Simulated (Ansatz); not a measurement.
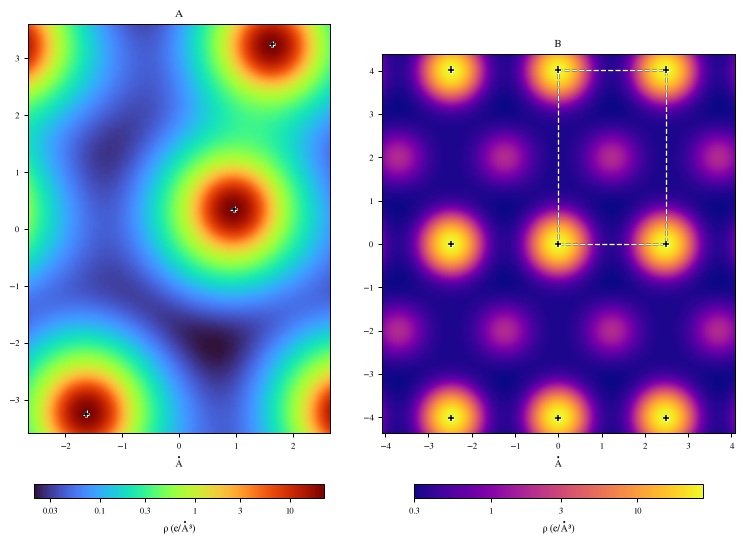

The valence electron density of 2 systems, each on a plane through atoms (crosses mark nuclei in the plane).

Computed with Kohn-Sham DFT of a periodic cell, LDA, Ansatz PAW (Ansatz 0.2.0).

System 1: Sb, the (010) plane of the conventional cell. Space group P2₁/m; a structure from a database of computed crystals, not necessarily the ambient phase; not relaxed (largest force 0.5 eV/Å); computed pressure about −6 GPa in this cell.

System 2: Mn, the (010) plane of the conventional cell. Space group P6₃/mmc; a structure from a database of computed crystals, not necessarily the ambient phase; computed pressure about −20 GPa in this cell; the program warned that a starting moment wasn't kept; spin-polarised, but the moments vanished.

Match each panel to its system.

Answer. Panel A is system 1, Sb: the plane holds Sb. Sb–Sb (2.97 Å): ρ is about 0.32 e/Å³ halfway. Panel B is system 2, Mn: the plane holds Mn. Mn–Mn (2.48 Å): ρ at the midpoint is about 0.38 e/Å³.
